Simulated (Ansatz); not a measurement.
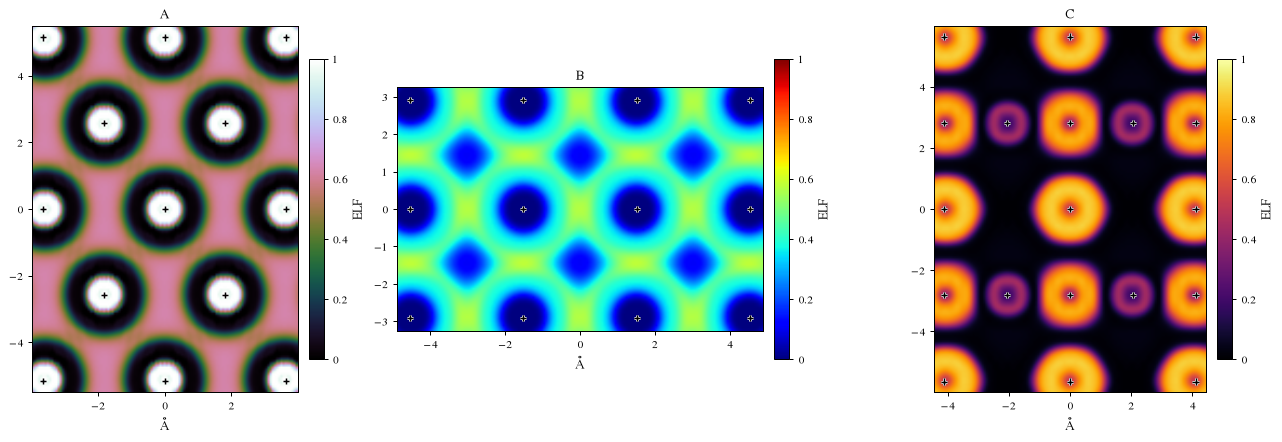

The electron localisation function of 3 systems, each on a plane through atoms (crosses mark nuclei in the plane).

Theory: DFT PBEsol, scalar-relativistic, plane waves, PAW in Ansatz.

System 1: Li, the (011) plane of the conventional cell. Space group Im-3m; changed on purpose from its base cell (strain +0.040 along x and y, +0.040 along z, atoms carried along); computed without spin polarisation.

```xyz
2
Lattice="3.6400 0.0000 0.0000 0.0000 3.6400 0.0000 0.0000 0.0000 3.6400" Properties=species:S:1:pos:R:3 pbc="T T T"
Li    0.0000    0.0000    0.0000
Li    1.8200    1.8200    1.8200
```

System 2: Sb, the (010) plane of the conventional cell. Space group P4/mmm; changed on purpose from its base cell (strain -0.040 along x and y, -0.080 along z, atoms carried along); computed pressure about 5 GPa in this cell; computed without spin polarisation.

```yaml
crystal:
  lattice:
    - [3.03360, 0.00000, 0.00000]
    - [0.00000, 3.03360, 0.00000]
    - [0.00000, 0.00000, 2.90720]
  atoms:
    - { symbol: Sb, position: [0.00000, 0.00000, 0.00000] }
```

System 3: KMgF3, the (101̄) plane of the conventional cell. Space group P4/mmm; changed on purpose from its base cell (strain +0.030 along x and y, -0.030 along z, atoms carried along).

```yaml
crystal:
  lattice:
    - [4.10548, 0.00000, 0.00000]
    - [0.00000, 4.10548, 0.00000]
    - [0.00000, 0.00000, 3.86632]
  atoms:
    - { symbol: K, position: [0.50000, 0.50000, 0.50000] }
    - { symbol: Mg, position: [0.00000, 0.00000, 0.00000] }
    - { symbol: F, position: [0.50000, 0.00000, 0.00000] }
    - { symbol: F, position: [0.00000, 0.50000, 0.00000] }
    - { symbol: F, position: [0.00000, 0.00000, 0.50000] }
```

Which map belongs to which system?

Answer. Panel A is system 1, Li: the plane holds Li. Li–Li (3.15 Å): the ELF reaches about 0.55 near the midpoint. Panel B is system 2, Sb: the plane holds Sb. Sb–Sb (2.91 Å): the ELF reaches about 0.60 near the midpoint. Panel C is system 3, KMgF3: the plane holds K, Mg and F. K–F (2.82 Å): the ELF is about 0 at the midpoint; an ionic contact with no shared pair.
